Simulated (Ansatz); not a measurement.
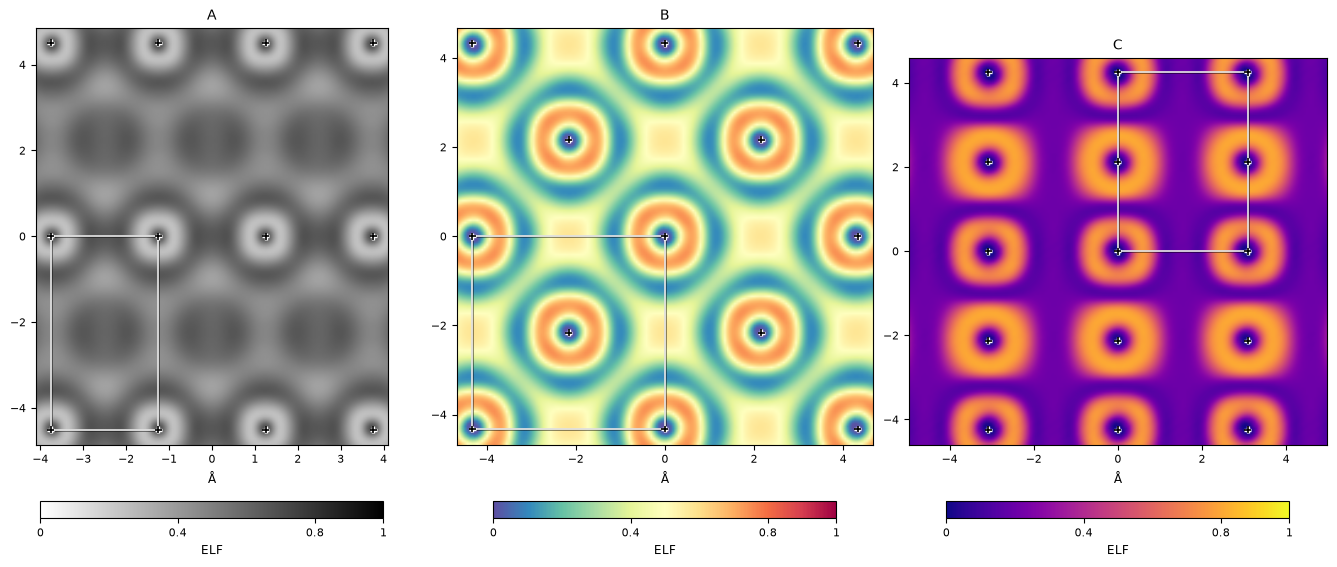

The ELF of 3 systems, each on a plane through atoms (crosses mark nuclei in the plane).

Theory: DFT r2SCAN, scalar-relativistic, plane waves, PAW in Ansatz 0.2.0.

System 1: TaN, the (100) plane of the conventional cell. Space group I4/mmm; changed on purpose from its base cell (strain +0.000 along x and y, -0.025 along z, atoms carried along); computed pressure about 21 GPa in this cell.

```xyz
4
Lattice="2.1790 -2.1790 0.0000 2.1790 2.1790 0.0000 0.0000 0.0000 4.2491" Properties=species:S:1:pos:R:3 pbc="T T T"
Ta    2.1790    0.0000    0.0000
Ta    0.0000    0.0000    2.1245
N     0.0000    0.0000    0.0000
N     2.1790    0.0000    2.1245
```

System 2: Si, the (010) plane of the conventional cell. Space group P6₃/mmc; a structure from a database of computed crystals, not necessarily the ambient phase; changed on purpose from its base cell (strain -0.0600 x Voigt [1, 1, 0, 0, 0, 0], atoms carried along); computed pressure about 15 GPa in this cell.

System 3: Ta, the (010) plane of the conventional cell. Space group Fm-3m; changed on purpose from its base cell (strain +0.025 along x and y, +0.025 along z, atoms carried along); computed pressure about −14 GPa in this cell; computed without spin polarisation.

Which map belongs to which system?

Answer. Panel A is system 2, Si: the plane holds Si. Si–Si (2.51 Å): the ELF peaks at about 0.70 between the atoms. Panel B is system 3, Ta: the plane holds Ta. Ta–Ta (3.06 Å): the ELF is about 0.35 at the midpoint. Panel C is system 1, TaN: the plane holds Ta and N. Ta–N (2.12 Å): the ELF peaks at about 0.80 in the valence shell of N, 0.6 Å from its nucleus, and is about 0.15 at the midpoint: no localised pair shows between them.
